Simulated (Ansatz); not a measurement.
ZnCu2SnSe4

Input file:

```
crystal:
  lattice:
    - [-2.8422782898, 2.8422782898, 5.7218103275]
    - [2.8422782898, -2.8422782898, 5.7218103275]
    - [2.8422782898, 2.8422782898, -5.7218103275]
  atoms:
    - { symbol: Zn, position: [0.0, 0.0, 0.0] }
    - { symbol: Cu, position: [0.75, 0.25, 0.5] }
    - { symbol: Cu, position: [0.25, 0.75, 0.5] }
    - { symbol: Sn, position: [0.5, 0.5, 0.0] }
    - { symbol: Se, position: [0.6250568729, 0.6250568729, 0.518413044] }
    - { symbol: Se, position: [0.3749431271, 0.8933561711, 0.0] }
    - { symbol: Se, position: [0.1066438289, 0.1066438289, 0.481586956] }
    - { symbol: Se, position: [0.8933561711, 0.3749431271, 0.0] }
basis:
  ecutwfc: 500
kpoints:
  mp_grid: { grid: [8, 8, 8] }
hamiltonian:
  xc: r2scan
scf:
  occupations: { method: gaussian, width: 0.1 }
output:
  forces: true
  stress: true
  eigenvalues: true
  write_density: true
  write_potential: true
  elf: true
  volumetric_format: npy
relax:
  adjacent_minimum: "off"
  f_tol: 0.02
  max_steps: 70
  cell: { stress_tol: 0.1 }
```

Launched as:

```sh
ansatz run input.yaml --threads 2 --pin off --max-ram 5120MiB --backend cpu --events-out ev --progress --plain --runs-dir out
```

Below, planes, directions and counts refer to the conventional cell (a = 5.69 Å, b = 5.69 Å, c = 11.42 Å, α = 90.00°, β = 90.00°, γ = 90.00°).

The fields are those of the run's last geometry, not of the input's.

Space group I-42m; computed without spin polarisation.

Level of theory: DFT r2SCAN, scalar-relativistic, plane waves, PAW in Ansatz 0.2.0.

What will maps of the valence pseudo-density and electron localisation function show?

Zn–Se (2.47 Å): ρ at the midpoint is about 0.46 e/Å³, with its minimum of 0.4 e/Å³ about 1.1 Å from Zn; the ELF is about 0.60 at the midpoint.
Sn–Se (2.58 Å): ρ at the midpoint is about 0.48 e/Å³; the ELF is about 0.65 at the midpoint.

Does the calculation give a band gap?

It is metallic or semimetallic at this level of theory: no gap opens; semilocal functionals without U, or without the true magnetic order, often close the gap of such compounds.

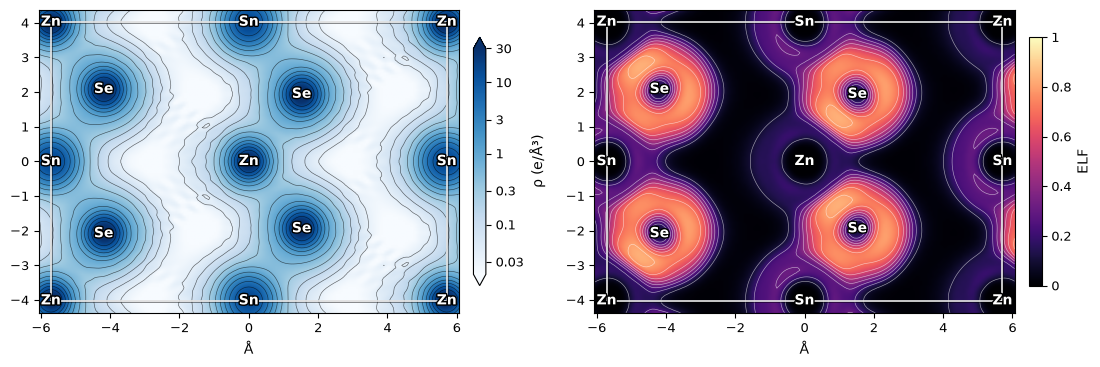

Computed valence pseudo-density and electron localisation function on the (110) plane of the conventional cell, in this order. 
